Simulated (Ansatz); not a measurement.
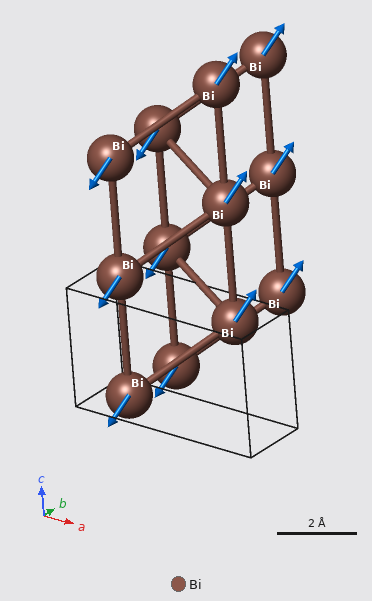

A relaxation of a crystal of Bi (set up in C2/m). The starting structure is drawn; blue arrows show the displacements (the part carried along by the change of the cell is left out), magnified 10 times.

The picture is a ball-and-stick view of the cell of the calculation, repeated 1 × 2 × 3 with one cell outlined, seen slightly off an axis.

The run lets cell and atoms move.

Computed with Ansatz 0.2.0, Kohn-Sham DFT of a periodic cell, HSE06, Ansatz PAW.

The input:
```yaml
crystal:
  lattice:
    - [3.488598, -3.132578, 0.0]
    - [3.488598, 3.132578, 0.0]
    - [-1.260235, 0.0, 3.11355]
  atoms:
    - { symbol: Bi, position: [0.753061, 0.753061, 0.857382] }
    - { symbol: Bi, position: [0.246939, 0.246939, 0.142618] }
hamiltonian:
  xc: hse06
  pseudopotentials: { kind: paw }
kpoints:
  mp_grid: { grid: [3, 3, 5] }
scf:
  occupations: { method: fermi_dirac, width: 0.05 }
output:
  forces: true
  stress: true
  eigenvalues: true
relax:
  f_tol: 0.01
  max_steps: 40
  cell: { stress_tol: 0.05 }
```

**Describe the change and its energy.**

The energy falls by 47.7 meV per atom in 6 accepted moves (7 points after the start). Largest force component: 0.31 eV/Å at the start, 0.00076 eV/Å at the end. Pressure: −1.87 GPa at the start and 0.00 GPa at the end. The SCF was repeated once at an unchanged geometry on a basis and grid sized afresh for the cell, which shifted the energy by 0.1 meV per atom at most. The largest moves relative to the cell, 0.099 Å, are those of Bi atoms. Cell: a = b 4.689 → 4.647 Å (−0.9 %), c 3.359 → 3.431 Å (+2.1 %), α 106.2° → 108.6°, β 106.2° → 108.6°, γ 83.8° → 83.3°. Volume −2.2 %. Some distances before and after: Bi–Bi 3.212 → 3.021 Å, Bi–Bi 3.359 → 3.431 Å, Bi–Bi 3.281 → 3.212 Å, Bi–Bi 3.446 → 3.495 Å. Among the angles between lasting bonds that change: Bi–Bi–Bi 96.0° → 101.9°, Bi–Bi–Bi 84.0° → 78.1°, Bi–Bi–Bi 155.8° → 150.0°. The space group stays C2/m (No. 12).

Limits of the set-up: the k-point mesh is coarse for a cell with partly filled bands.
